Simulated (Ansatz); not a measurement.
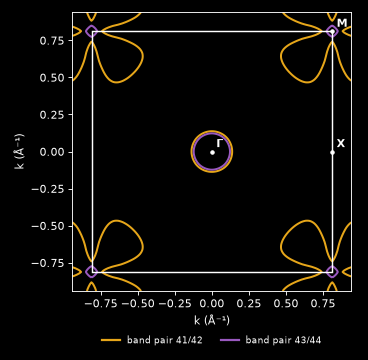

Constant-energy contours of one free-standing SnO layer cut from the bulk crystal (space group of the slab cell P4/nmm), 0.15 eV above the conduction-band minimum (one colour a band).

All numbers here come from DFT PBE, spin-orbit coupling, plane waves, PAW; levels and slopes on a dense k mesh at the converged density in Ansatz. Non-magnetic. With an inversion centre and no moment every band is doubly degenerate; a pair is shown and named once. k mesh for the levels: 34×34×1. Cell and positions as given, without relaxation. The cell comes from a database of computed structures, not from a measurement.

Masses come from a second pass at points close to the extrema; at the energies drawn a band may no longer be parabolic.

Q: Where are the valleys, how many are there, and what are their masses?

A: Band pair 41/42 forms the conduction edge; band pair 43/44 begins 0.02 eV higher (at Γ). Within this energy: one minimum at Γ, mass 0.47 mₑ in all directions; four equivalent minima on the M–Γ line, 0.07 eV above the edge, principal masses 0.80 and 1.12 mₑ. Another band lies within 0.06 eV there, so the masses may hold only close to the extrema. Further from the edge, not drawn: four equivalent minima on the Γ–X line, 0.28 eV above the edge, nearly flat in one direction, with mass 0.59 mₑ across.

Q: And the gap?

A: The gap is indirect, 2.94 eV at this level of theory (semilocal functionals give gaps that are too small, and can reorder valleys that lie close). It is nearly direct: the smallest vertical gap, at Γ, is only 2.96 eV, so the kind of gap isn't settled at this level.
